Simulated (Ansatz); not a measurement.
**Cr: 7 runs along one coordinate**

System: Cr (Im-3m, 1 atom in the cell).
Method: Kohn-Sham DFT of a periodic cell, LDA, all-electron LAPW, scalar-relativistic, spin-polarised (Ansatz 0.2.0).

The 7 runs differ only in the geometry, by an even scaling of the cell at fixed fractional positions. The structure derives from a Materials Project entry.

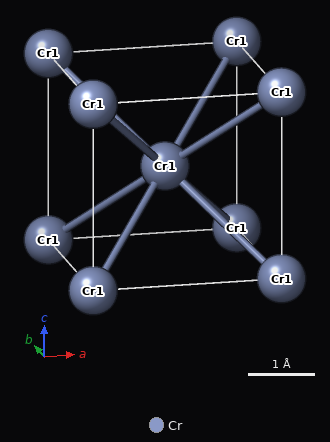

Figure 1. The structure of run 4 (ball-and-stick view of the cell 2 times as large as that of the calculation, set on its symmetry axes, seen slightly off an axis; atoms are numbered from 1 in the order of the input).

**Input of run 4**
```yaml
crystal:
  lattice:
    - [-1.4844496776, 1.4844496776, 1.4844496776]
    - [1.4844496776, -1.4844496776, 1.4844496776]
    - [1.4844496776, 1.4844496776, -1.4844496776]
  atoms:
    - { symbol: Cr, position: [0.0, 0.0, 0.0], spin: 3.0 }
kpoints:
  mp_grid: { grid: [12, 12, 12] }
scf:
  occupations: { method: fermi_dirac, width: 0.05 }
hamiltonian:
  xc: lda
  pseudopotentials: { kind: all_electron, lapw: { basis_error: 0.001 } }
magnetization:
  spin_polarized: true
output:
  forces: true
  stress: true
  eigenvalues: true
```

Command:
```bash
ansatz run input.yaml --threads 2 --pin off --max-ram 6144MiB --backend cpu --events-out ev --progress --plain --runs-dir out
```

Run 3 differs from it as follows:
```diff
-    - [-1.4844496776, 1.4844496776, 1.4844496776]
-    - [1.4844496776, -1.4844496776, 1.4844496776]
-    - [1.4844496776, 1.4844496776, -1.4844496776]
+    - [-1.4744866279, 1.4744866279, 1.4744866279]
+    - [1.4744866279, -1.4744866279, 1.4744866279]
+    - [1.4744866279, 1.4744866279, -1.4744866279]
```

**Results, with one run withheld**

```tsv
run	volume per atom (Å³)	free energy per atom, from the lowest run given (meV)	pressure (GPa)
1	12.299	0.00	−29.30
2	12.561	50.62	−32.61
3	12.823	?	?
4	13.084	166.42	−38.04
5	13.346	230.39	−40.24
6	13.608	297.72	−42.15
7	13.870	367.95	−43.80
```

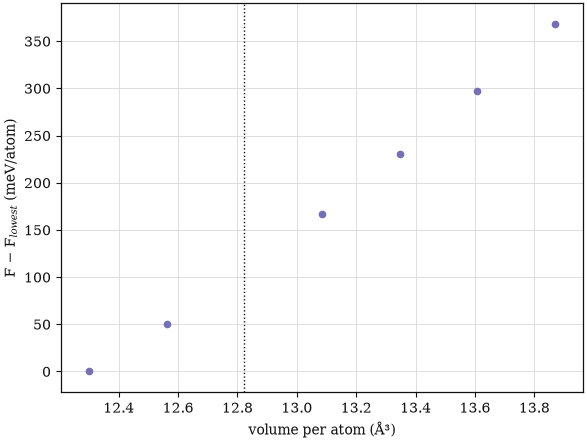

Figure 2. Free energy per atom of the runs given; the dotted line marks run 3.

What should run 3 give?

A cubic polynomial in V^(−2/3) (the Birch–Murnaghan form), fitted to the 6 runs given, misses them by at most 0.04 meV per atom. With x = V^(−2/3) − 0.17987 Å⁻², it reads F = 172.28 − 26102 x + 5.1067e+05 x² + 9.1496e+05 x³ (meV per atom). At run 3 it gives 106.42 meV per atom, and the run itself gives 106.31. The slope of the fit gives a pressure −dF/dV of −35.52 GPa there, and the run prints −35.51 GPa. The fit has no minimum inside this range.

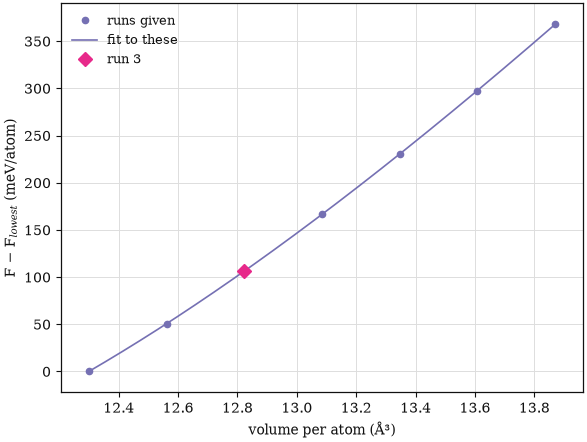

Figure 3. The fit and the withheld run.

**Output, shortened to warnings, some set-up lines, iterations and results (run 3)**
```
WARN: the starting moments were not kept: the SCF closed with an absolute magnetisation of 1.4e-7 μB, where they sum to 3 μB in size (1 site). That is at most 0.1 of that sum. Measured as dr2_m measures the in/out step, that magnetisation stands 2.3e-15 eV from none, at or under the dr2_threshold of 1.0e-7 eV: it is no larger than a step whose dr2_m would equal this threshold. The system may hold …
Basis set: ecut = 284.773179663554 eV, 141 PW (Γ), exchange–correlation at level 2
Symmetry: 48 space group operations
k-points: 72 of 1728
Initial density: superposition of atomic densities (chi_scale 0.1, normalization cell)
[...]
SCF iter   1: F=—  HF=-28541.319859 eV  |F-HF|=—  |Δ(HF+E_count)|=         —  Δρ=1.37e-1 (↑1.37e-1 ↓1.13e-1)  dr2=2.12e-1  dr2_m=1.76e0  M=0.182 μB ∫|m|=0.184 μB  β_m=0.30  …
SCF iter   2: F=—  HF=-28540.930155 eV  |F-HF|=—  |Δ(HF+E_count)|=   3.90e-1  Δρ=9.21e-2 (↑9.21e-2 ↓8.22e-2)  dr2=3.68e-2  dr2_m=8.78e-1  M=0.156 μB ∫|m|=0.156 μB  β_m=0.59  …
SCF iter   3: F=—  HF=-28541.268336 eV  |F-HF|=—  |Δ(HF+E_count)|=   3.38e-1  Δρ=2.25e-2 (↑2.25e-2 ↓1.49e-2)  dr2=5.41e-2  dr2_m=2.04e-2  M=0.034 μB ∫|m|=0.034 μB  β_m=0.51  …
SCF iter   4: F=—  HF=-28540.970878 eV  |F-HF|=—  |Δ(HF+E_count)|=         —  Δρ=2.01e-3 (↑1.94e-3 ↓2.01e-3)  dr2=1.96e-5  dr2_m=4.49e-4  M=0.009 μB ∫|m|=0.010 μB  β_m=0.74  …
SCF iter   5: F=—  HF=-28540.971539 eV  |F-HF|=—  |Δ(HF+E_count)|=   6.62e-4  Δρ=3.53e-4 (↑3.23e-4 ↓3.53e-4)  dr2=6.38e-7  dr2_m=1.30e-5  M=0.003 μB ∫|m|=0.003 μB  β_m=0.84  …
SCF iter   6: F=—  HF=-28540.971591 eV  |F-HF|=—  |Δ(HF+E_count)|=   5.16e-5  Δρ=5.60e-5 (↑4.63e-5 ↓5.60e-5)  dr2=4.84e-8  dr2_m=2.90e-7  M=0.000 μB ∫|m|=0.000 μB  β_m=0.91  …
SCF iter   7: F=—  HF=-28540.971592 eV  |F-HF|=—  |Δ(HF+E_count)|=   1.01e-6  Δρ=4.14e-6 (↑3.75e-6 ↓4.14e-6)  dr2=1.14e-10  dr2_m=1.78e-9  M=0.000 μB ∫|m|=0.000 μB  β_m=0.95  …
SCF iter   8: F=—  HF=-28540.971592 eV  |F-HF|=—  |Δ(HF+E_count)|=   9.75e-9  Δρ=4.38e-7 (↑3.97e-7 ↓4.38e-7)  dr2=2.82e-12  dr2_m=1.92e-11  M=0.000 μB ∫|m|=0.000 μB  β_m=0.98 …
SCF iter   9: F=-28540.971592 eV  HF=-28540.971592 eV  |F-HF|=0.00e0  |Δ(HF+E_count)|=  6.91e-11  Δρ=2.32e-8 (↑2.12e-8 ↓2.32e-8)  dr2=2.51e-14  dr2_m=4.84e-14  M=0.000 μB …
SCF 1 converged in 9 iterations: F = -28540.971592 eV  dr2 = 2.51e-14
WARN: the starting moments were not kept: the SCF closed with an absolute magnetisation of 1.4e-7 μB, where they sum to 3 μB in size (1 site). That is at most 0.1 of that sum. Measured as dr2_m measures the in/out step, that magnetisation stands 2.3e-15 eV from none, at or under the dr2_threshold …
SCF converged after 9 iterations
Magnetization: 0.0000 μB (7.0000 up, 7.0000 down)
Absolute magnetization: 0.0000 μB (∫|ρ↑−ρ↓|)
Spin contamination: 0.0000 ħ² per cell (⟨S²⟩ above its minimum at these occupations)
Per-site moments (μB) at R_I (Å): [(5.5499105755529854e-8, 1.2769428582739204)]
Free energy (F): -28540.971592 eV
Harris-Foulkes:  -28540.971592 eV  (|F-HF|=0.00e0)
Internal energy: -28540.965921 eV  (E = F + TS)
E sigma→0 (E₀):  -28540.968756 eV
Entropy (-TS):   -0.005671 eV (-5.671 meV/atom)
Fermi energy:    17.296879 eV
--- Per-component energies (eV) ---
  E_band       = -169.323215
  E_kinetic    = 28850.766155
  E_xc         = -1270.648384
  E_electrostatic = -56121.083692  (all electrons and nuclei)
  E_smearing   = -0.005671  (= −TS)
  E_closure    = 0.000000  (closes the sum)
  E_atoms      = -28530.549623  (free atoms, spherical and without spin; not in F)
  Σ components = -28540.971592   (vs F -28540.971592, Δ=0.00e0)
[...]
```

Warnings of the run: some starting moments were not kept.
